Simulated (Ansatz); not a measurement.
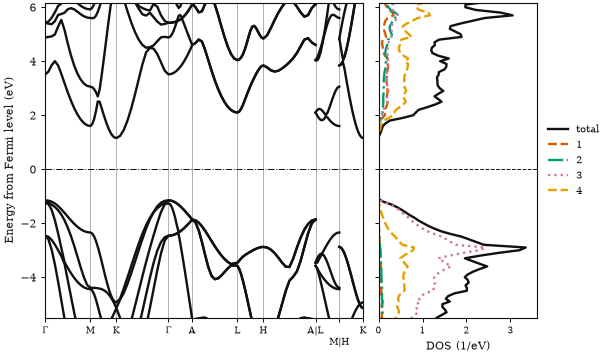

Band structure and density of states. Energies are counted from the Fermi level. The partial curves are projected on Löwdin-orthogonalised atomic shells.

Structure: SiC, space group P6_3mc, 4 atoms in the cell; a = 3.09 Å, b = 3.09 Å, c = 5.07 Å, α = 90.00°, β = 90.00°, γ = 120.00°.

Method: DFT PBE, scalar-relativistic, plane waves, PAW, no spin polarisation, 12×12×6 k mesh, 420 eV cutoff (Ansatz).

The numbered curves are projections. Which is which? The candidates: C 2p, C 2s, Si 3p, Si 3s.

Answer. 1 is C 2s; 2 is Si 3s; 3 is C 2p; 4 is Si 3p.

Metal, semiconductor or insulator, and what is the gap?

Answer. The bands leave a gap. The gap along this path is 2.31 eV and indirect, from the valence-band top at Γ to the conduction-band bottom at K; the smallest direct gap is 3.94 eV, at M.
